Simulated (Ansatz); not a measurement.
GaN

```yaml
crystal:
  lattice:
    - [4.27047, 0.00000, 0.00000]
    - [0.00000, 4.27047, 0.00000]
    - [0.00000, 0.00000, 4.27047]
  atoms:
    - { symbol: Ga, position: [0.00000, 0.00000, 0.00000] }
    - { symbol: Ga, position: [0.50000, 0.50000, 0.00000] }
    - { symbol: Ga, position: [0.50000, 0.00000, 0.50000] }
    - { symbol: Ga, position: [0.00000, 0.50000, 0.50000] }
    - { symbol: N, position: [0.50000, 0.00000, 0.00000] }
    - { symbol: N, position: [0.00000, 0.50000, 0.00000] }
    - { symbol: N, position: [0.00000, 0.00000, 0.50000] }
    - { symbol: N, position: [0.50000, 0.50000, 0.50000] }
```

Space group Fm-3m; a structure from a database of computed crystals, not necessarily the ambient phase; computed pressure about −10 GPa in this cell.

Level of theory: Ansatz, Kohn-Sham DFT of a periodic cell, PBE0, Ansatz PAW.

**What will maps of the valence pseudo-density and electron localisation function show?**

Ga–N (2.14 Å): ρ is about 0.5 e/Å³ halfway; the ELF peaks at about 0.85 in the valence shell of N, 0.7 Å from its nucleus, and is about 0.35 at the midpoint.

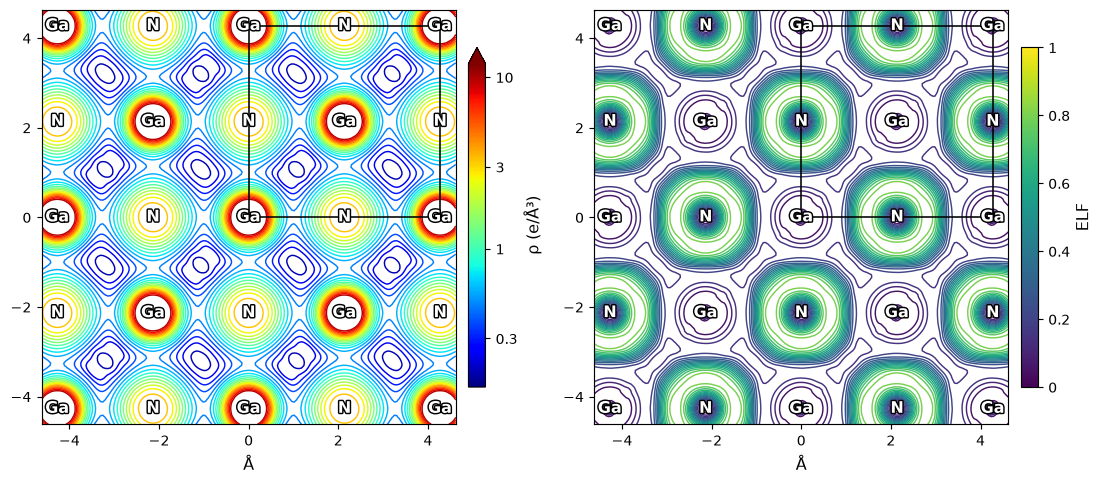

Computed valence pseudo-density and electron localisation function on the (001) plane of the conventional cell, in this order. 

Core electrons are frozen (PAW), and the valence fields are smoothed inside the atomic spheres.
